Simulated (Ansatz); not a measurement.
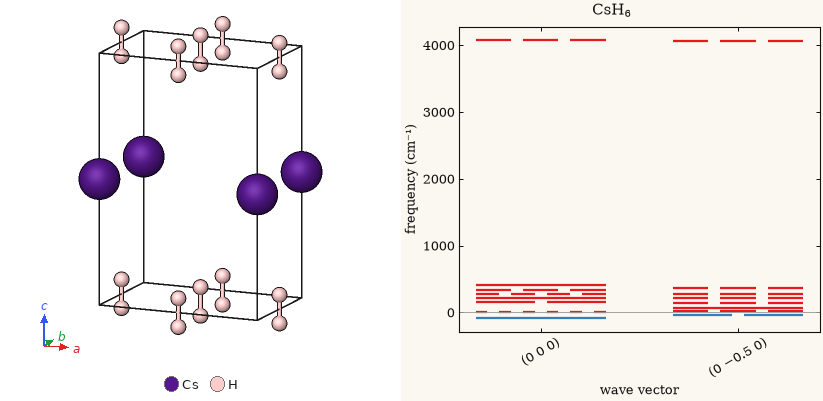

The figure shows the phonon frequencies at several wave vectors (in fractions of the reciprocal vectors of the given cell) for CsH₆, space group P6/mmm (No. 191) (cell built by us, not taken from a database). Imaginary frequencies are drawn as negative. The cell is drawn beside the plot.

Structure:
```
CELL_PARAMETERS angstrom
5.60582 0.00000 0.00000
-2.80291 4.85479 0.00000
0.00000 0.00000 6.68367
ATOMIC_POSITIONS crystal
Cs 0.00000 0.00000 0.50000
H 0.50000 0.50000 0.05688
H 0.00000 0.50000 0.05688
H 0.50000 0.00000 0.05688
H 0.00000 0.50000 0.94312
H 0.50000 0.00000 0.94312
H 0.50000 0.50000 0.94312
```

Computed with Ansatz 0.2.0: harmonic phonon frequencies at the irreducible points of a q mesh with atoms at rest in the given cell, q in fractions of the reciprocal cell vectors, no long-range term at q = 0, imaginary frequencies are negative, the first points where there are many; plane waves with PAW datasets. Level: PBE, no spin polarisation.

```
       setting            value
   wave cutoff           420 eV
        k mesh          10×10×6
   occupations      Fermi–Dirac
smearing width          0.15 eV
      pressure            0 GPa
 phonon method  linear response
        q mesh            2×2×1
```

Is the structure dynamically stable by these modes?

Answer. Three modes are imaginary at (0 0 0) and (0 −0.5 0), the softest at 78.6i cm⁻¹, so the structure is dynamically unstable.

What is the highest frequency?

Answer. The highest mode among the wave vectors computed lies at 4093.5 cm⁻¹, at (0 0 0).

Limits of the calculation: levels loosely converged; metal sensitive to the k mesh; vibrations at or below zero.
